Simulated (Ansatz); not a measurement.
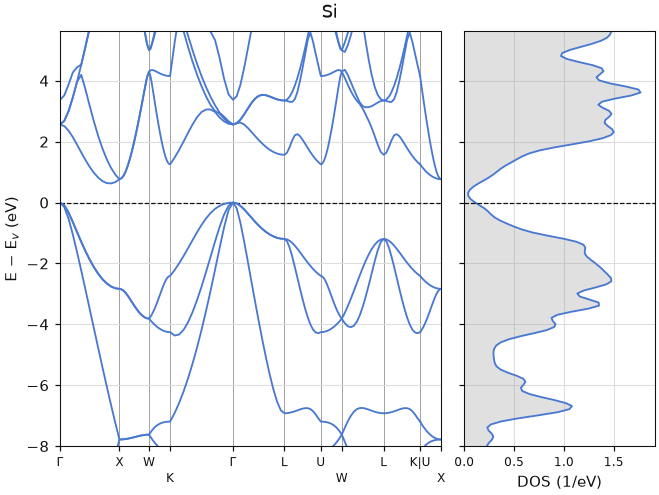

Band structure and density of states. Energies are counted from the top of the valence band. The DOS curve is built from the levels of the k mesh with Gaussians 0.55 eV wide, which also blur the band edges; ripples of that width can come from the mesh.

### What lattice type does the k path imply?

A face-centred cubic lattice: the path Γ–X–W–K–Γ–L–U–W–L–K|U–X runs through the special points of its Brillouin zone.

Structure: diamond-type Si, space group Fd-3m, 2 atoms in the primitive cell; cubic a = 5.444 Å.

Ansatz 0.2.0; revPBE, Ansatz PAW, no spin polarisation, no spin-orbit coupling, 8×8×8 k mesh, 420 eV cutoff, Fermi-Dirac smearing of 0.05 eV.

### Metal, semiconductor or insulator, and what is the gap?

The bands leave a gap. The gap along this path is 0.63 eV and indirect, from the valence-band top at Γ to the conduction-band bottom between Γ and X; the smallest direct gap is 2.56 eV, at Γ.

### How much do the top valence band and the lowest conduction band disperse along the path?

The top valence band spans 3.8 eV and the lowest conduction band 3.7 eV.

### How many bands meet at the valence-band top?

Three bands meet at the valence-band top at Γ: it is triply degenerate (spin aside).

### What are the direct gaps at K, L and U?

The direct gaps are 3.67 eV at K, 2.76 eV at L and 3.67 eV at U.

The PAW data sets were made with another functional. LDA, GGA and most meta-GGA functionals understate gaps.
